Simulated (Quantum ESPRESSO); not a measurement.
# Band-structure run of Tc (part 2 of 2)

The same run, continued: Tc (2 atoms in the cell); Kohn-Sham DFT of a periodic cell, PBE, SSSP 1.3 efficiency PBE, no spin polarisation (Quantum ESPRESSO 7.5); cutoff 816.34 eV, 11×11×6 k-mesh, fermi-dirac of 0.05 eV. The structure derives from an entry of the Crystallography Open Database.

Geometry of the input (Å; fractional positions):
```
2.7400  0.0000  0.0000
-1.3700  2.3729  0.0000
0.0000  0.0000  4.3980
Tc 0.6667  0.3333  0.7500
Tc 0.3333  0.6667  0.2500
```

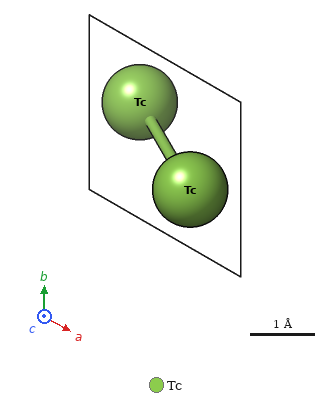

*The structure (ball-and-stick view of the cell of the calculation, along the c axis). An atom can appear more than once, as a periodic image.*

### Log, continued
```
   -43.9089 -43.9089 -16.1279 -16.1279 -15.6516 -15.6516 -15.5627 -15.5627
    18.2179  18.2179  19.7414  19.7414  21.1082  21.1082  21.8377  21.8377
    24.4859  24.4859  25.2222  25.2222  38.2260  38.2260

          k = 0.0000 0.4866 0.0000 (  1521 PWs)   bands (ev):

   -43.9540 -43.7846 -16.4248 -16.1338 -15.9418 -15.7575 -15.4905 -15.4883
    17.4930  18.1993  19.4981  20.1849  21.3091  21.4589  22.1109  23.3725
    23.5033  23.9077  25.8607  31.5358  33.3176  36.9679

          k = 0.0000 0.4866 0.1604 (  1527 PWs)   bands (ev):

   -43.9427 -43.7961 -16.4257 -16.0754 -15.9833 -15.7398 -15.5072 -15.5067
    17.5180  18.3566  19.5119  20.1402  20.9924  21.5852  22.2894  23.4692
    23.6829  23.7517  25.7023  29.7998  34.8917  37.2880

          k = 0.0000 0.4866 0.3209 (  1519 PWs)   bands (ev):

   -43.9120 -43.8273 -16.3882 -16.1488 -15.8799 -15.6912 -15.5757 -15.5566
    17.7041  18.6180  19.1954  20.0862  21.0109  21.9471  22.1056  23.1033
    24.0246  24.4152  25.2521  27.6203  36.5082  38.4038

          k = 0.0000 0.4866-0.4813 (  1518 PWs)   bands (ev):

   -43.8698 -43.8698 -16.2880 -16.2880 -15.7086 -15.7086 -15.6242 -15.6242
    18.1521  18.1521  19.6016  19.6016  21.5695  21.5695  22.4899  22.4899
    24.6288  24.6288  25.7647  25.7647  38.0750  38.0750

          k = 0.0000 0.6487 0.0000 (  1515 PWs)   bands (ev):

   -43.8952 -43.7715 -16.3751 -16.2661 -16.1677 -15.8275 -15.5858 -15.5294
    17.6433  18.1369  18.5565  20.9294  21.0726  21.7872  21.7873  24.6524
    25.0719  25.1874  25.9884  32.8517  33.5695  34.4166

          k = 0.0000 0.6487 0.1604 (  1516 PWs)   bands (ev):

   -43.8870 -43.7799 -16.4671 -16.2464 -16.0961 -15.8079 -15.5817 -15.5498
    17.5534  17.9409  19.1808  20.0436  21.2852  21.7182  22.7453  24.7053
    24.7675  25.0525  25.8312  30.6792  34.5537  35.5370

          k = 0.0000 0.6487 0.3209 (  1514 PWs)   bands (ev):

   -43.8645 -43.8026 -16.5164 -16.3681 -15.8903 -15.7543 -15.6097 -15.6052
    17.4411  18.0890  19.0885  19.6888  21.8960  22.0472  23.5024  23.8741
    24.9271  25.0854  25.5330  28.3161  35.2229  36.8740

          k = 0.0000 0.6487-0.4813 (  1512 PWs)   bands (ev):

   -43.8336 -43.8336 -16.4767 -16.4767 -15.7139 -15.7139 -15.6802 -15.6802
    17.7238  17.7238  19.3036  19.3036  22.8178  22.8178  22.9578  22.9578
    25.2144  25.2144  26.3355  26.3355  36.2868  36.2868

          k = 0.0000 0.8109 0.0000 (  1521 PWs)   bands (ev):

   -43.8546 -43.7693 -16.5172 -16.2984 -16.1402 -15.8680 -15.6737 -15.5544
    17.3963  18.0690  18.1452  20.8641  21.6118  21.6887  22.1842  25.5402
    25.9532  26.0435  27.3453  30.6391  34.2115  34.9613

          k = 0.0000 0.8109 0.1604 (  1525 PWs)   bands (ev):

   -43.8489 -43.7750 -16.5710 -16.3658 -16.0362 -15.8475 -15.6510 -15.5759
    17.3984  17.5540  19.0091  20.0805  21.1040  22.1553  23.3952  25.3267
    25.6581  26.0249  26.9387  29.9806  34.0163  35.1192

          k = 0.0000 0.8109 0.3209 (  1509 PWs)   bands (ev):

   -43.8333 -43.7906 -16.6225 -16.4955 -15.8541 -15.7911 -15.6407 -15.6343
    17.1975  17.7570  19.0093  19.4237  21.8002  22.6458  24.1684  24.9849
    25.7070  25.9367  25.9404  28.5561  34.1055  34.9218

          k = 0.0000 0.8109-0.4813 (  1504 PWs)   bands (ev):

   -43.8119 -43.8119 -16.5966 -16.5966 -15.7132 -15.7132 -15.7070 -15.7070
    17.4572  17.4572  19.0693  19.0693  22.8753  22.8753  24.0288  24.0288
    25.8227  25.8227  26.9762  26.9762  34.4883  34.4883

          k = 0.1405 0.2433 0.0000 (  1523 PWs)   bands (ev):

   -44.0251 -43.8095 -16.5964 -15.7890 -15.7037 -15.5825 -15.4472 -15.4039
    16.3150  17.9793  20.1609  21.2988  21.4935  21.8568  22.0110  22.0391
    22.7154  22.8216  25.5396  28.6850  33.6669  38.8015

          k = 0.1405 0.2433 0.1604 (  1513 PWs)   bands (ev):

   -44.0109 -43.8242 -16.5304 -15.7667 -15.7151 -15.6172 -15.4621 -15.4379
    16.5722  18.1046  20.2256  20.7172  21.2346  21.6489  22.0114  22.3309
    22.9639  23.0530  25.4759  27.7895  34.9216  38.3790

          k = 0.1405 0.2433 0.3209 (  1526 PWs)   bands (ev):

   -43.9719 -43.8641 -16.3492 -15.8549 -15.7055 -15.6173 -15.5136 -15.5020
    17.2668  18.3639  19.9812  20.3554  20.6289  21.5246  21.7721  22.0186
    23.6923  23.9147  25.1626  26.3736  37.1111  38.0520

          k = 0.1405 0.2433-0.4813 (  1538 PWs)   bands (ev):

   -43.9183 -43.9183 -16.0999 -16.0999 -15.6250 -15.6250 -15.5496 -15.5496
    18.1092  18.1092  19.8392  19.8392  21.0647  21.0647  21.7048  21.7048
    24.4965  24.4965  25.0986  25.0986  38.0460  38.0460

          k = 0.1405 0.4055 0.0000 (  1527 PWs)   bands (ev):

   -43.9752 -43.7912 -16.4780 -16.0040 -15.8926 -15.6976 -15.5002 -15.4619
    17.2655  18.4411  19.7332  20.0076  21.2835  21.3480  22.4799  22.6545
    23.0691  23.7999  25.7027  30.8069  33.4530  38.2532

          k = 0.1405 0.4055 0.1604 (  1515 PWs)   bands (ev):

   -43.9630 -43.8037 -16.4472 -15.9711 -15.9141 -15.7084 -15.5196 -15.4768
    17.4115  18.5943  19.6830  19.9404  20.9612  21.5847  22.1006  22.8375
    23.4604  23.7286  25.5997  29.3652  34.9372  38.3938

          k = 0.1405 0.4055 0.3209 (  1523 PWs)   bands (ev):

   -43.9297 -43.8377 -16.3552 -16.0550 -15.8326 -15.6954 -15.5695 -15.5351
    17.8201  18.9985  19.1838  20.1352  20.5318  21.5045  21.9186  22.7777
    24.0036  24.2589  25.2413  27.3624  36.9133  38.7620

          k = 0.1405 0.4055-0.4813 (  1530 PWs)   bands (ev):

   -43.8838 -43.8838 -16.2130 -16.2130 -15.7074 -15.7074 -15.6023 -15.6023
    18.4263  18.4263  19.6914  19.6914  20.8725  20.8725  22.3291  22.3291
    24.6367  24.6367  25.6118  25.6118  38.4458  38.4458

          k = 0.1405 0.5677 0.0000 (  1513 PWs)   bands (ev):

   -43.9165 -43.7751 -16.3262 -16.2530 -16.0900 -15.8090 -15.5532 -15.5476
    17.9894  18.2928  18.9358  20.1610  20.9964  21.5232  22.0444  23.6710
    24.3413  25.2395  25.8293  32.9459  33.2787  35.4834

          k = 0.1405 0.5677 0.1604 (  1519 PWs)   bands (ev):

   -43.9071 -43.7847 -16.4082 -16.1802 -16.0671 -15.8037 -15.5840 -15.5346
    17.8378  18.4038  19.1856  19.9525  21.0146  21.6247  22.1523  23.6520
    24.5574  24.8406  25.8589  30.6189  35.0293  36.1925

          k = 0.1405 0.5677 0.3209 (  1515 PWs)   bands (ev):

   -43.8814 -43.8107 -16.4383 -16.2751 -15.8967 -15.7652 -15.6391 -15.5610
    17.7859  18.5622  19.0647  20.0591  21.0856  21.8105  22.2908  23.4726
    24.6077  25.0690  25.7072  28.2401  36.0924  37.9458

          k = 0.1405 0.5677-0.4813 (  1516 PWs)   bands (ev):

   -43.8461 -43.8461 -16.3850 -16.3850 -15.7619 -15.7619 -15.6402 -15.6402
    18.0780  18.0780  19.6023  19.6023  21.6222  21.6222  22.6815  22.6815
    25.2835  25.2835  26.2335  26.2335  37.4194  37.4194

          k = 0.1405 0.7298 0.0000 (  1518 PWs)   bands (ev):

   -43.8652 -43.7690 -16.4435 -16.2393 -16.1756 -15.8876 -15.6474 -15.5934
    17.7510  18.2503  18.3566  20.8163  21.0517  21.6765  22.0364  24.9500
    25.3828  25.8962  26.9099  32.0515  34.1186  34.7561

          k = 0.1405 0.7298 0.1604 (  1512 PWs)   bands (ev):

   -43.8588 -43.7754 -16.5048 -16.3112 -16.0602 -15.8655 -15.6513 -15.5896
    17.6375  17.9384  19.1564  19.9644  20.9936  22.0814  22.6324  24.7847
    25.3639  25.5578  26.8932  30.8767  34.0263  35.7349

          k = 0.1405 0.7298 0.3209 (  1511 PWs)   bands (ev):

   -43.8412 -43.7931 -16.5587 -16.4347 -15.9087 -15.7855 -15.6982 -15.5888
    17.4681  18.1334  19.0327  19.7274  21.2592  22.5386  23.3310  23.9336
    25.0698  25.9661  26.7029  28.9212  34.5341  36.0503

          k = 0.1405 0.7298-0.4813 (  1516 PWs)   bands (ev):

   -43.8172 -43.8172 -16.5331 -16.5331 -15.8026 -15.8026 -15.6496 -15.6496
    17.7400  17.7400  19.3016  19.3016  22.2879  22.2879  23.3478  23.3478
    25.6673  25.6673  27.3280  27.3280  35.3623  35.3623

          k = 0.1405 0.8920 0.0000 (  1512 PWs)   bands (ev):

   -43.8426 -43.7701 -16.5140 -16.2948 -16.0999 -15.9158 -15.7040 -15.6084
    17.6058  18.0153  18.3477  20.7703  21.5099  21.5278  22.2589  25.6819
    25.7336  25.9155  28.3204  30.1845  34.5322  35.1905

          k = 0.1405 0.8920 0.1604 (  1518 PWs)   bands (ev):

   -43.8377 -43.7750 -16.5618 -16.3625 -16.0270 -15.8766 -15.6934 -15.6104
    17.5210  17.7418  19.1033  20.0495  20.8309  22.3515  22.9765  25.2508
    25.6974  25.8675  27.9727  29.9091  34.3935  35.1016

          k = 0.1405 0.8920 0.3209 (  1511 PWs)   bands (ev):

   -43.8244 -43.7882 -16.6121 -16.4922 -15.9166 -15.7629 -15.7345 -15.6032
    17.3350  17.9716  19.0233  19.5939  21.1768  22.9895  23.5864  24.2886
    25.6143  26.0355  27.4014  29.1300  34.2304  34.5464

          k = 0.1405 0.8920-0.4813 (  1498 PWs)   bands (ev):

   -43.8063 -43.8063 -16.5900 -16.5900 -15.8190 -15.8190 -15.6492 -15.6492
    17.6163  17.6163  19.1780  19.1780  22.3199  22.3199  23.9883  23.9883
    25.6361  25.6361  28.0684  28.0684  34.2700  34.2700

          k = 0.2809 0.4866 0.0000 (  1515 PWs)   bands (ev):

   -43.9241 -43.7767 -16.3472 -16.1307 -16.1256 -15.7789 -15.5992 -15.5347
    18.2254  18.8977  19.1494  19.2270  20.8288  21.4202  22.2399  23.0622
    24.3305  25.2767  25.6864  32.7741  33.4302  36.5951

          k = 0.2809 0.4866 0.1604 (  1516 PWs)   bands (ev):

   -43.9144 -43.7867 -16.3847 -16.1499 -16.0332 -15.8065 -15.6163 -15.5251
    18.2164  18.7719  19.2896  19.3969  20.9625  21.4097  21.9237  23.1794
    24.6161  24.7779  25.8717  30.6311  35.2427  37.2125

          k = 0.2809 0.4866 0.3209 (  1511 PWs)   bands (ev):

   -43.8876 -43.8138 -16.3952 -16.2326 -15.8684 -15.8170 -15.6532 -15.5478
    18.2339  18.5971  19.6352  19.7954  20.8435  21.1131  21.8000  23.2908
    24.6045  25.1071  25.8672  28.2734  36.8220  37.9311

          k = 0.2809 0.4866-0.4813 (  1514 PWs)   bands (ev):

   -43.8508 -43.8508 -16.3355 -16.3355 -15.7938 -15.7938 -15.6275 -15.6275
    18.3785  18.3785  20.1025  20.1025  20.5452  20.5452  22.4876  22.4876
    25.4595  25.4595  26.2406  26.2406  38.2070  38.2070

          k = 0.2809 0.6487 0.0000 (  1516 PWs)   bands (ev):

   -43.8714 -43.7689 -16.3250 -16.2102 -16.1960 -15.9040 -15.6864 -15.6322
    18.4497  18.5768  18.7788  19.8896  20.6244  21.7996  21.8774  23.8447
    25.3789  25.6659  26.9726  33.3915  34.1970  34.7919

          k = 0.2809 0.6487 0.1604 (  1510 PWs)   bands (ev):

   -43.8646 -43.7758 -16.3984 -16.2909 -16.0375 -15.9202 -15.7102 -15.5930
    18.1867  18.7387  19.0025  19.6964  20.9458  21.6221  21.9310  23.8649
    25.0478  25.6344  27.1708  31.6063  34.4309  35.4957

          k = 0.2809 0.6487 0.3209 (  1512 PWs)   bands (ev):

   -43.8459 -43.7946 -16.4647 -16.3737 -15.9535 -15.8601 -15.7205 -15.5703
    18.0525  18.6197  19.1819  20.2684  20.6650  21.5010  22.1366  23.4908
    24.8213  26.0389  27.3368  29.3614  35.3676  36.6737

          k = 0.2809 0.6487-0.4813 (  1512 PWs)   bands (ev):

   -43.8203 -43.8203 -16.4507 -16.4507 -15.8935 -15.8935 -15.6253 -15.6253
    18.2121  18.2121  19.8349  19.8349  21.1793  21.1793  22.5197  22.5197
    25.8344  25.8344  27.7696  27.7696  36.5683  36.5683

          k = 0.2809 0.8109 0.0000 (  1508 PWs)   bands (ev):

   -43.8330 -43.7713 -16.4379 -16.2362 -16.0671 -16.0072 -15.7341 -15.7291
    18.0661  18.3008  18.8443  20.6461  20.6935  21.4089  22.3111  24.8545
    25.6512  25.6766  28.6000  31.1361  33.7405  35.0438

          k = 0.2809 0.8109 0.1604 (  1507 PWs)   bands (ev):

   -43.8288 -43.7754 -16.4774 -16.3105 -16.0762 -15.9040 -15.7827 -15.6554
    17.8856  18.4479  19.2575  19.8827  20.6694  21.9138  22.4316  24.7747
    25.0567  25.8605  28.6989  30.9238  34.3524  34.5400

          k = 0.2809 0.8109 0.3209 (  1508 PWs)   bands (ev):

   -43.8175 -43.7866 -16.5296 -16.4329 -16.0388 -15.8714 -15.7258 -15.5968
    17.8209  18.6808  19.0581  20.1913  20.2910  22.1405  22.8268  23.7324
    25.0789  26.0112  28.8991  30.2289  34.2776  35.4899

          k = 0.2809 0.8109-0.4813 (  1498 PWs)   bands (ev):

   -43.8020 -43.8020 -16.5186 -16.5186 -15.9582 -15.9582 -15.6181 -15.6181
    18.1190  18.1190  19.5718  19.5718  21.3858  21.3858  23.1482  23.1482
    25.6178  25.6178  29.4190  29.4190  34.7518  34.7518

          k = 0.4214 0.7298 0.0000 (  1506 PWs)   bands (ev):

   -43.8292 -43.7718 -16.3606 -16.2333 -16.0542 -16.0256 -15.8287 -15.7391
    18.1091  18.9554  19.2303  19.8879  20.5734  21.3661  22.3466  24.3005
    25.5208  25.6772  28.6971  31.9891  32.7369  35.3557

          k = 0.4214 0.7298 0.1604 (  1507 PWs)   bands (ev):

   -43.8254 -43.7757 -16.3674 -16.3403 -16.0827 -15.9468 -15.8271 -15.6717
    18.1883  18.9750  19.4008  19.4684  21.0704  21.1005  22.2963  24.3397
    24.8892  25.8606  28.9453  31.8413  33.2926  34.5373

          k = 0.4214 0.7298 0.3209 (  1510 PWs)   bands (ev):

   -43.8148 -43.7861 -16.4418 -16.4141 -16.1023 -15.9572 -15.7114 -15.5982
    18.3339  18.7231  19.4886  19.8666  20.6454  21.3407  22.2635  23.4634
    24.9560  26.0151  29.3690  30.9865  34.5611  34.6641

          k = 0.4214 0.7298-0.4813 (  1516 PWs)   bands (ev):

   -43.8004 -43.8004 -16.4623 -16.4623 -16.0387 -16.0387 -15.6087 -15.6087
    18.4773  18.4773  19.8462  19.8462  20.9328  20.9328  22.5505  22.5505
    25.6578  25.6578  29.9924  29.9924  35.6525  35.6525

          k = 0.4214 0.8920 0.0000 (  1496 PWs)   bands (ev):

   -43.8055 -43.7809 -16.3750 -16.1663 -16.1359 -15.9575 -15.8916 -15.8227
    17.9853  19.0715  19.2677  20.0923  20.7035  21.0546  22.6023  24.8592
    25.3237  25.4657  30.0219  30.6933  31.8468  36.7078

          k = 0.4214 0.8920 0.1604 (  1502 PWs)   bands (ev):

   -43.8038 -43.7825 -16.3821 -16.2545 -16.2110 -15.9311 -15.8328 -15.7313
    18.1353  19.1359  19.2205  19.8076  20.7708  21.1487  22.5690  24.7521
    24.9376  25.4499  30.3971  30.8282  32.4264  36.0823

          k = 0.4214 0.8920 0.3209 (  1504 PWs)   bands (ev):

   -43.7992 -43.7869 -16.4343 -16.3834 -16.1980 -16.0095 -15.6799 -15.6253
    18.4154  19.0586  19.3588  19.5477  20.8111  21.1870  22.5546  23.5051
    25.1482  25.5510  31.0532  31.1997  33.8031  35.2331

          k = 0.4214 0.8920-0.4813 (  1502 PWs)   bands (ev):

   -43.7930 -43.7930 -16.4506 -16.4506 -16.1093 -16.1093 -15.6021 -15.6021
    18.6827  18.6827  19.6178  19.6178  20.9465  20.9465  22.7388  22.7388
    25.4091  25.4091  31.4608  31.4608  34.5310  34.5310

     the Fermi energy is    22.7290 ev

!    total energy              =    -322.50882272 Ry
     estimated scf accuracy    <          8.8E-11 Ry
     smearing contrib. (-TS)   =      -0.00125933 Ry
     internal energy E=F+TS    =    -322.50756339 Ry

     The total energy is F=E-TS. E is the sum of the following terms:
     one-electron contribution =     -47.48019934 Ry
     hartree contribution      =      43.61760961 Ry
     xc contribution           =     -35.29101845 Ry
     ewald contribution        =    -283.35395522 Ry

     convergence has been achieved in   8 iterations

     Forces acting on atoms (cartesian axes, Ry/au):

     atom    1 type  1   force =    -0.00000000   -0.00000000    0.00000000
     atom    2 type  1   force =    -0.00000000    0.00000000    0.00000000

     Total force =     0.000000     Total SCF correction =     0.000000

     Computing stress (Cartesian axis) and pressure

          total   stress  (Ry/bohr**3)                   (kbar)     P=       28.58
   0.00019642   0.00000000   0.00000000           28.89        0.00        0.00
   0.00000000   0.00019642   0.00000000            0.00       28.89        0.00
   0.00000000  -0.00000000   0.00019007            0.00       -0.00       27.96

=------------------------------------------------------------------------------=
   JOB DONE.
=------------------------------------------------------------------------------=
```

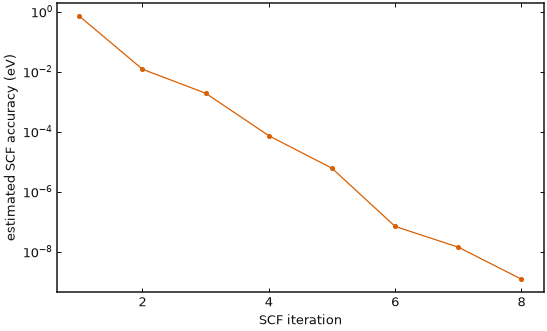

*Convergence of the self-consistent field: estimated SCF accuracy against the iteration.*

The field takes 8 iterations in all.

### Results in brief

```tsv
quantity	value
outcome	converged
space group (tolerance 0.01 Å)	P6₃/mmc (194)
electrons treated	30
free energy	−4387.9561 eV
Fermi energy	22.729 eV
gap on the k-point mesh	none (metallic)
pressure	2.86 GPa
largest force (length of the vector)	under 0.001 eV/Å
hardware	1 thread of AMD EPYC (Zen 3), 24 GiB of memory available, shared host
wall time	25 s
peak memory	0.09 GiB
```
